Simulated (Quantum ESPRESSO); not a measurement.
# KF (Carobbiite): modes at Γ and the response to a field, part 2 of 4

Which modes does KF (Carobbiite) have at the zone centre?

Quantum ESPRESSO 7.5; DFT LDA, scalar-relativistic, plane waves, GBRV ultrasoft pseudopotentials.

So far. Step 2 (A probe with smearing): A gap of 5.8 eV opens on this mesh, so the crystal is taken as an insulator; the start stands at -3.5 GPa. Step 4 (Self-consistent run for the response): The cell stands at 0.06 GPa, close enough for phonons.

## (5) Linear response at Γ

At q = 0 one unit cell holds all displacements; symmetry groups them into irreducible representations that are solved one by one. The response to a field gives ε∞ and the Born charges, which polar modes need.

The input, ph.in:

```
phonons
&INPUTPH
  prefix = 'x'
  outdir = './tmp'
  fildyn = 'g.dyn'
  tr2_ph = 1.0d-18
  epsil  = .true.
/
0.000000000000 0.000000000000 0.000000000000
```

On the command line:

```
OMP_NUM_THREADS=1 mpirun -n 4 ph.x -nk 4 -in ph.in > ph.out
```

The log of the run:

```text
[banners, grids, parts of the stress and lines that vanish by symmetry left out]
[banner, memory and clock lines left out]
Program PHONON v.7.5

     ./tmp/x.save/

     IMPORTANT: XC functional enforced from input :
     Exchange-correlation= PZ
                           (   1   1   0   0   0   0   0)
     Any further DFT definition will be discarded
     Please, verify this is what you really want

     G-vector sticks info

     Reading collected, re-writing distributed wavefunctions in ./tmp/

     Number and degeneracy of irreps per q-point
       N         xq(1)         xq(2)         xq(3)   N irreps
       1   0.000000000   0.000000000   0.000000000       2
        3   3

     Calculation of q =    0.0000000   0.0000000   0.0000000

     phonons

     bravais-lattice index     =            2
     lattice parameter (alat)  =       9.7468  a.u.
     unit-cell volume          =     231.4862 (a.u.)^3
     number of atoms/cell      =            2
     number of atomic types    =            2
     kinetic-energy cut-off    =      55.0000  Ry
     charge density cut-off    =     440.0000  Ry
     convergence threshold     =      1.0E-18
     beta                      =       0.7000
     number of iterations used =            4
     Exchange-correlation= PZ
                           (   1   1   0   0   0   0   0)

     celldm(1)=    9.74679  celldm(2)=    0.00000  celldm(3)=    0.00000
     celldm(4)=    0.00000  celldm(5)=    0.00000  celldm(6)=    0.00000

     crystal axes: (cart. coord. in units of alat)
               a(1) = ( -0.5000  0.0000  0.5000 )
               a(2) = (  0.0000  0.5000  0.5000 )
               a(3) = ( -0.5000  0.5000  0.0000 )

     reciprocal axes: (cart. coord. in units 2 pi/alat)
               b(1) = ( -1.0000 -1.0000  1.0000 )
               b(2) = (  1.0000  1.0000  1.0000 )
               b(3) = ( -1.0000  1.0000 -1.0000 )

     Atoms inside the unit cell:

     Cartesian axes

     site n.  atom      mass           positions (alat units)
        1  K      39.0983   tau(    1) = (    0.00000    0.00000    0.00000  )
        2  F      18.9984   tau(    2) = (   -0.50000    0.50000    0.50000  )

     Computing dynamical matrix for
                    q = (   0.0000000   0.0000000   0.0000000 )

     49 Sym.Ops. (with q -> -q+G )

     G cutoff = 1058.8059  (  35845 G-vectors)     FFT grid: ( 45, 45, 45)
     G cutoff =  529.4029  (  12675 G-vectors)  smooth grid: ( 36, 36, 36)
     number of k points=    29
                       cart. coord. in units 2pi/alat
        k(    1) = (   0.0000000   0.0000000   0.0000000), wk =   0.0039062
        k(    2) = (  -0.1250000   0.1250000  -0.1250000), wk =   0.0312500
        k(    3) = (  -0.2500000   0.2500000  -0.2500000), wk =   0.0312500
        [... further k-points left out ...]

     PseudoPot. # 1 for K  read from file:
     ./pseudo/K.upf
     Pseudo is Ultrasoft + core correction, Zval =  9.0
     Using radial grid of  841 points,  6 beta functions with:
                l(1) =   0
                l(2) =   0
                l(3) =   1
                l(4) =   1
                l(5) =   2
                l(6) =   2
     Q(r) pseudized with  6 coefficients,  rinner =    1.500   1.500   1.500
                                                       1.500   1.500

     PseudoPot. # 2 for F  read from file:
     ./pseudo/F.upf
     Pseudo is Ultrasoft, Zval =  7.0
     Using radial grid of  799 points,  4 beta functions with:
                l(1) =   0
                l(2) =   0
                l(3) =   1
                l(4) =   1
     Q(r) pseudized with  8 coefficients,  rinner =    0.950   0.950   0.950

     Mode symmetry, O_h (m-3m)  point group:

     Electric field:
     Dielectric constant
     Born effective charges as d Force / d E

     Atomic displacements:
     There are    2 irreducible representations

     Representation     1      3 modes -  To be done

     Representation     2      3 modes -  To be done

     Alpha used in Ewald sum =   2.8000

     Electric Fields Calculation

      iter #   1   av.it.:   6.4
      thresh= 1.000E-02 alpha_mix =  0.700 |ddv_scf|^2 =  1.330E-08

      iter #   2   av.it.:  12.4
      thresh= 1.153E-05 alpha_mix =  0.700 |ddv_scf|^2 =  1.560E-09

      iter #   3   av.it.:  12.2
      thresh= 3.950E-06 alpha_mix =  0.700 |ddv_scf|^2 =  1.230E-11

      iter #   4   av.it.:  12.2
      thresh= 3.506E-07 alpha_mix =  0.700 |ddv_scf|^2 =  4.476E-13

      iter #   5   av.it.:  11.9
      thresh= 6.690E-08 alpha_mix =  0.700 |ddv_scf|^2 =  2.758E-15

      iter #   6   av.it.:  12.6
      thresh= 5.251E-09 alpha_mix =  0.700 |ddv_scf|^2 =  2.108E-17

      iter #   7   av.it.:  11.9
      thresh= 4.592E-10 alpha_mix =  0.700 |ddv_scf|^2 =  3.693E-19

     End of electric fields calculation

          Dielectric constant in cartesian axis

          (       2.096200169       0.000000000       0.000000000 )
          (       0.000000000       2.096200169      -0.000000000 )
          (       0.000000000      -0.000000000       2.096200169 )

          Effective charges (d Force / dE) in cartesian axis without acoustic sum rule applied (asr)

           atom    1  K     Mean Z*:        1.14988
      Ex  (        1.14988       -0.00000       -0.00000 )
      Ey  (       -0.00000        1.14988        0.00000 )
      Ez  (       -0.00000        0.00000        1.14988 )
           atom    2  F     Mean Z*:       -1.14747
      Ex  (       -1.14747       -0.00000       -0.00000 )
      Ey  (       -0.00000       -1.14747       -0.00000 )
      Ez  (       -0.00000       -0.00000       -1.14747 )

          Effective charges Sum: Mean:        0.00242
              0.00242       -0.00000       -0.00000
             -0.00000        0.00242        0.00000
             -0.00000       -0.00000        0.00242

          Effective charges (d Force / dE) in cartesian axis with asr applied:
           atom    1  K     Mean Z*:        1.14867
      E*x (        1.14867       -0.00000        0.00000 )
      E*y (       -0.00000        1.14867        0.00000 )
      E*z (        0.00000        0.00000        1.14867 )
           atom    2  F     Mean Z*:       -1.14867
      E*x (       -1.14867        0.00000       -0.00000 )
      E*y (        0.00000       -1.14867       -0.00000 )
      E*z (       -0.00000       -0.00000       -1.14867 )

     Representation #   1 modes #   1   2   3

     Self-consistent Calculation

      iter #   1   av.it.:   7.0
      thresh= 1.000E-02 alpha_mix =  0.700 |ddv_scf|^2 =  6.843E-07

      iter #   2   av.it.:  12.5
      thresh= 8.272E-05 alpha_mix =  0.700 |ddv_scf|^2 =  3.685E-09

      iter #   3   av.it.:  13.0
      thresh= 6.070E-06 alpha_mix =  0.700 |ddv_scf|^2 =  3.786E-10

      iter #   4   av.it.:  12.6
      thresh= 1.946E-06 alpha_mix =  0.700 |ddv_scf|^2 =  1.090E-12

      iter #   5   av.it.:  12.8
      thresh= 1.044E-07 alpha_mix =  0.700 |ddv_scf|^2 =  6.605E-15

      iter #   6   av.it.:  12.2
      thresh= 8.127E-09 alpha_mix =  0.700 |ddv_scf|^2 =  2.895E-17

      iter #   7   av.it.:  12.2
      thresh= 5.381E-10 alpha_mix =  0.700 |ddv_scf|^2 =  4.117E-19

     End of self-consistent calculation

     Convergence has been achieved

     Representation #   2 modes #   4   5   6

     Self-consistent Calculation

      iter #   1   av.it.:   7.6
      thresh= 1.000E-02 alpha_mix =  0.700 |ddv_scf|^2 =  6.515E-07

      iter #   2   av.it.:  12.8
      thresh= 8.071E-05 alpha_mix =  0.700 |ddv_scf|^2 =  6.822E-08

      iter #   3   av.it.:  12.7
      thresh= 2.612E-05 alpha_mix =  0.700 |ddv_scf|^2 =  1.666E-10

      iter #   4   av.it.:  12.3
      thresh= 1.291E-06 alpha_mix =  0.700 |ddv_scf|^2 =  4.893E-14

      iter #   5   av.it.:  12.9
      thresh= 2.212E-08 alpha_mix =  0.700 |ddv_scf|^2 =  1.553E-15

      iter #   6   av.it.:  12.8
      thresh= 3.941E-09 alpha_mix =  0.700 |ddv_scf|^2 =  2.175E-17

      iter #   7   av.it.:  12.7
      thresh= 4.664E-10 alpha_mix =  0.700 |ddv_scf|^2 =  3.855E-20

     End of self-consistent calculation

     Convergence has been achieved

     Number of q in the star =    1
     List of q in the star:
          1   0.000000000   0.000000000   0.000000000

          Dielectric constant in cartesian axis

          (       2.096200169       0.000000000       0.000000000 )
          (       0.000000000       2.096200169      -0.000000000 )
          (       0.000000000      -0.000000000       2.096200169 )

          Effective charges (d Force / dE) in cartesian axis without acoustic sum rule applied (asr)

           atom    1  K     Mean Z*:        1.14988
      Ex  (        1.14988       -0.00000       -0.00000 )
      Ey  (       -0.00000        1.14988        0.00000 )
      Ez  (       -0.00000        0.00000        1.14988 )
           atom    2  F     Mean Z*:       -1.14747
      Ex  (       -1.14747       -0.00000       -0.00000 )
      Ey  (       -0.00000       -1.14747       -0.00000 )
      Ez  (       -0.00000       -0.00000       -1.14747 )

          Effective charges Sum: Mean:        0.00242
              0.00242       -0.00000       -0.00000
             -0.00000        0.00242        0.00000
             -0.00000       -0.00000        0.00242

          Effective charges (d Force / dE) in cartesian axis with asr applied:
           atom    1  K     Mean Z*:        1.14867
      E*x (        1.14867       -0.00000        0.00000 )
      E*y (       -0.00000        1.14867        0.00000 )
      E*z (        0.00000        0.00000        1.14867 )
           atom    2  F     Mean Z*:       -1.14867
      E*x (       -1.14867        0.00000       -0.00000 )
      E*y (        0.00000       -1.14867       -0.00000 )
      E*z (       -0.00000       -0.00000       -1.14867 )

     Diagonalizing the dynamical matrix

     q = (    0.000000000   0.000000000   0.000000000 )

 **************************************************************************
     freq (    1) =      -0.278971 [THz] =      -9.305469 [cm-1]
     freq (    2) =      -0.278971 [THz] =      -9.305469 [cm-1]
     freq (    3) =      -0.278971 [THz] =      -9.305469 [cm-1]
     freq (    4) =       6.361805 [THz] =     212.206987 [cm-1]
     freq (    5) =       6.361805 [THz] =     212.206987 [cm-1]
     freq (    6) =       6.361805 [THz] =     212.206987 [cm-1]
 **************************************************************************

     Mode symmetry, O_h (m-3m)  point group:

     freq (   1-   3) =         -9.3  [cm-1]   --> T_1u G_15  G_4- I
     freq (   4-   6) =        212.2  [cm-1]   --> T_1u G_15  G_4- I
```

It took 34 s on 4 MPI ranks of Intel Xeon 6975P-C (Granite Rapids), shared host.

Read from the output:

* miss of the charge sum rule: 0.002410 e
* largest acoustic frequency at the zone centre before the sum rule: -9.31 cm⁻¹
* highest optical zone-centre mode (no LO-TO term): 212.2 cm⁻¹
* lowest optical zone-centre mode: 212.2 cm⁻¹
* mean high-frequency dielectric constant: 2.096
* largest Born charge in size (third of the trace): 1.150 e

Born charge (rows field, columns displacement), before the sum rule (e), principal values of the symmetric part by kind of site:

```csv
atom,atoms with these values,low,middle,high,mean
K1,1,1.15,1.15,1.15,1.15
F2,1,-1.15,-1.15,-1.15,-1.15
```

In full for K1:

```
1.15 0.00 0.00
0.00 1.15 0.00
0.00 0.00 1.15
```

High-frequency dielectric tensor:

```
2.10 0.00 0.00
0.00 2.10 0.00
0.00 0.00 2.10
```

The acoustic modes at Γ come out as far as 9.3 cm⁻¹ from zero, where they should vanish, a small numerical error; the Born charges miss their sum rule by 0.0024 e, which is good.

## (6) Zone-centre analysis

A rigid shift of the crystal must cost nothing, but grids and finite bases break this; the acoustic sum rule is imposed before the matrix is diagonalised again. With Born charges the intensities follow, and the static dielectric tensor.

The input, dynmat.in:

```
&INPUT
  fildyn = 'g.dyn'
  asr    = 'simple'
  fileig = 'dynmat.eig'
  lperm  = .true.
/
```

On the command line:

```
dynmat.x -in dynmat.in > dynmat.out
```

The log of the run:

```text
[banner, memory and clock lines left out]
Program DYNMAT v.7.5

     Reading Dynamical Matrix from file g.dyn
     ...Force constants read
     ...epsilon and Z* read
     A direction for q was not specified:TO-LO splitting will be absent

     Polarizability (A^3 units)
     multiply by 0.732386 for Clausius-Mossotti correction
         2.992323    0.000000    0.000000
         0.000000    2.992323   -0.000000
         0.000000   -0.000000    2.992323

     IR activities are in (D/A)^2/amu units

# mode   [cm-1]    [THz]      IR
    1      0.00    0.0000    0.0000
    2      0.00    0.0000    0.0000
    3      0.00    0.0000    0.0000
    4    212.40    6.3675    2.3809
    5    212.40    6.3675    2.3809
    6    212.40    6.3675    2.3809

Electronic dielectric permittivity tensor (relative, adimensional)
         2.096200    0.000000    0.000000
         0.000000    2.096200   -0.000000
         0.000000   -0.000000    2.096200

 ... with zone-center polar mode contributions
         5.377617    0.000000    0.000000
         0.000000    5.377617    0.000000
         0.000000    0.000000    5.377617
```

The job ended after 0.56 s (1 thread).

This step gave:

- highest optical zone-centre mode (no LO-TO term): 212.4 cm⁻¹
- lowest optical zone-centre mode: 212.4 cm⁻¹
- mean static dielectric constant: 5.378

Unit eigenvectors of the mass-weighted matrix after the sum rule; no LO-TO term. The modes at Γ (shares of kinetic energy by element, %):

| mode | frequency (cm⁻¹) | symmetry | K % | F % |
| --- | --- | --- | --- | --- |
| 1 | 0.0 | acoustic | 67 | 33 |
| 2 | 0.0 | acoustic | 67 | 33 |
| 3 | 0.0 | acoustic | 67 | 33 |
| 4 | 212.4 | T1u | 33 | 67 |
| 5 | 212.4 | T1u | 33 | 67 |
| 6 | 212.4 | T1u | 33 | 67 |

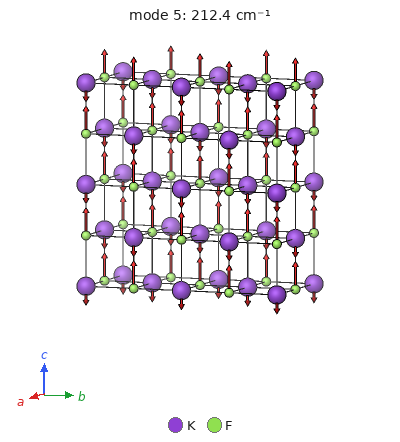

Displacement patterns of mode 5 at Γ; arrows are exaggerated. 1×2×2 conventional cells are drawn. Some periodic images of atoms are drawn too.

Degenerate modes summed, no LO-TO term. Lines of the infrared spectrum (strongest = 100):

```csv
position (cm⁻¹),lines merged,label,"IR intensity, relative"
212,3,T1u,100
```

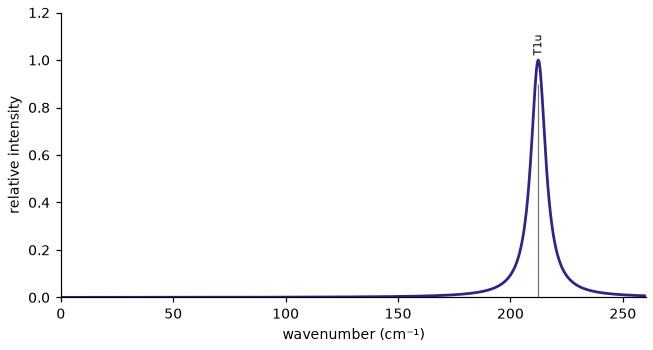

The infrared spectrum, broadened with Lorentzians of width 8 cm⁻¹; bars mark the lines.

Static dielectric tensor (ions relaxed, fixed cell):

```
5.38 0.00 0.00
0.00 5.38 0.00
0.00 0.00 5.38
```

The rule moves no optical mode by more than 0.2 cm⁻¹.

## (7) The LO-TO splitting (1 0 0)

A longitudinal polar mode sets up a macroscopic field that stiffens it; the term hangs on the direction from which q goes to zero.

The input, dynmat.in:

```
&INPUT
  fildyn = 'g.dyn'
  asr    = 'simple'
  fileig = 'dynmat.eig'
  q(1)   = 1.0
  q(2)   = 0.0
  q(3)   = 0.0
/
```

On the command line:

```
dynmat.x -in dynmat.in > dynmat.out
```

The log of the run:

```text
[banner, memory and clock lines left out]
Program DYNMAT v.7.5

     Reading Dynamical Matrix from file g.dyn
     ...Force constants read
     ...epsilon and Z* read

     Polarizability (A^3 units)
     multiply by 0.732386 for Clausius-Mossotti correction
         2.992323    0.000000    0.000000
         0.000000    2.992323   -0.000000
         0.000000   -0.000000    2.992323

     IR activities are in (D/A)^2/amu units

# mode   [cm-1]    [THz]      IR
    1      0.00    0.0000    0.0000
    2      0.00    0.0000    0.0000
    3      0.00    0.0000    0.0000
    4    212.40    6.3675    2.3809
    5    212.40    6.3675    2.3809
    6    340.20   10.1988    2.3809
```

Elapsed: 0.55 s, on 1 thread.

This step gave:

```
highest mode moved by the LO-TO term : 340.2 cm⁻¹
```

Zone-centre frequencies as printed; negative means imaginary. Modes:

```
mode  frequency (cm⁻¹)
   1                 0
   2                 0
   3                 0
   4             212.4
   5             212.4
   6             340.2
```

The field moves one mode, from 212 to 340 cm⁻¹; the others stay.

## (8) Self-consistent run for the response, volume × 0.94

Bonds stiffen under compression, so frequencies follow the volume; the atoms are not relaxed anew.

The input, scf.in:

```
&CONTROL
  calculation = 'scf'
  prefix      = 'x'
  outdir      = './tmp'
  pseudo_dir  = './pseudo'
  tprnfor     = .true.
  tstress     = .true.
/
&SYSTEM
  ibrav       = 2
  celldm(1)   = 9.54782218
  nat         = 2
  ntyp        = 2
  ecutwfc     = 55.0
  ecutrho     = 440.0
  occupations = 'fixed'
  nbnd        = 10
/
&ELECTRONS
  conv_thr         = 1.0d-12
  mixing_beta      = 0.7
  electron_maxstep = 100
/
ATOMIC_SPECIES
 K      39.0983  K.upf
 F      18.9984  F.upf
ATOMIC_POSITIONS crystal
 K      0.000000000   0.000000000   0.000000000
 F      0.500000000   0.500000000   0.500000000
K_POINTS automatic
 8 8 8 0 0 0
```

On the command line:

```
OMP_NUM_THREADS=1 mpirun -n 4 pw.x -nk 4 -in scf.in > scf.out
```

The log of the run:

```text
[banners, grids, parts of the stress and lines that vanish by symmetry left out]
[banner, memory and clock lines left out]
Program PWSCF v.7.5

[...]
kinetic-energy cutoff     =      55.0000  Ry
     charge density cutoff     =     440.0000  Ry
     scf convergence threshold =      1.0E-12
[...]
Exchange-correlation=  SLA  PZ   NOGX NOGC
                           (   1   1   0   0   0   0   0)
[...]
48 Sym. Ops., with inversion, found
[...]
number of k points=    29
[...]
End of self-consistent calculation
[...]
highest occupied, lowest unoccupied level (ev):     2.3808    9.1104
!    total energy              =    -105.76912782 Ry
[...]
convergence has been achieved in  13 iterations
[...]
atom    1 type  1   force =     0.00000000    0.00000000    0.00000000
     atom    2 type  2   force =     0.00000000    0.00000000    0.00000000
     Total force =     0.000000     Total SCF correction =     0.000000
[...]
total   stress  (Ry/bohr**3)                   (kbar)     P=       32.65
[...]
XML data file, charge density, pseudopotentials, collected wavefunctions
```

Elapsed: 3.6 s, on 4 MPI ranks.

This step gave:

- volume per atom: 16.12 Å³
- pressure: 3.265 GPa
- gap on the k-mesh: 6.730 eV

[end of part 2 of 4]

[Host names and launcher messages were left out of these logs when they were recorded.]

[Logs are printed without paths, hosts, clocks, repeated set-up lines and the standing remarks that a program may print on its own settings, such as how far it seeks lower states.]

[Hosts, paths, dates, database ids (printed as entryN), source tags and the programs' standing remarks are cut or masked in the printed files.]
